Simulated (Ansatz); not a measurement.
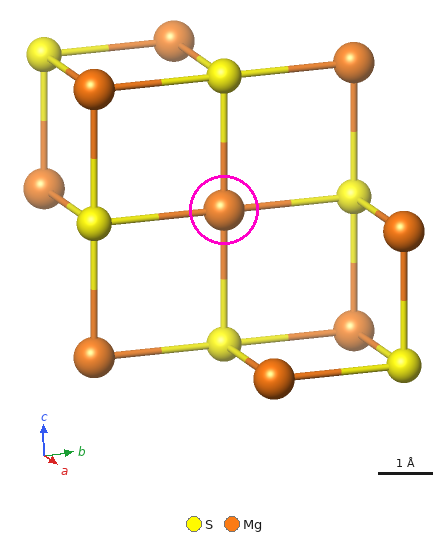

Perfect MgS. Style: ball-and-stick. Shown: the atoms within 4.6 Å of one point, in a slice 4.2 Å thick across the line of sight, slightly off an axis.

The calculation used Ansatz, DFT, PBEsol, PAW, plane waves. Set-up: plane-wave cutoff 420 eV; k-point mesh 1 × 1 × 1; mesh shifted by (0.25, 0.25, 0.25); collinear spin. Fermi-Dirac smearing of 0.01 eV. A uniform background neutralises the charged cell. The axes drawn are those of the host's conventional cell.

A magnesium atom is replaced by sulfur at the ringed place, in charge state −1. The supercell has 64 sites, and the atoms are relaxed at the host's cell.

Question: How do the neighbours respond?

Answer: In the host the Mg atom has 6 S at 2.59 Å; the S atom ends with 1 S at 2.08 Å, 1 Mg at 2.41 Å. Of the host's atoms, a sulfur atom moves furthest from its site, by 0.62 Å. The S atom itself moves 1.44 Å from where it was put. The cell's net moment is 1.00 μB.

The relaxed defect, seen from the same direction:

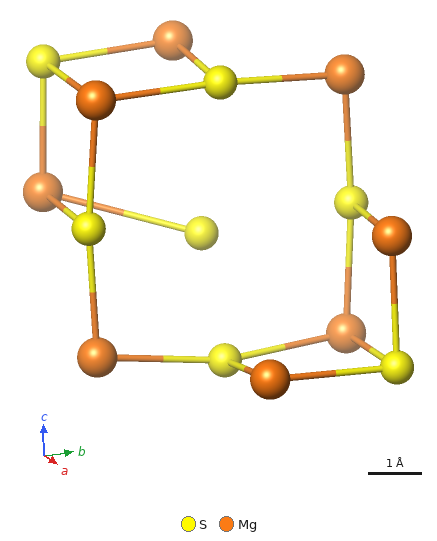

Limits of the set-up: the cell is charged, on a uniform background, and energies carry no finite-size correction.
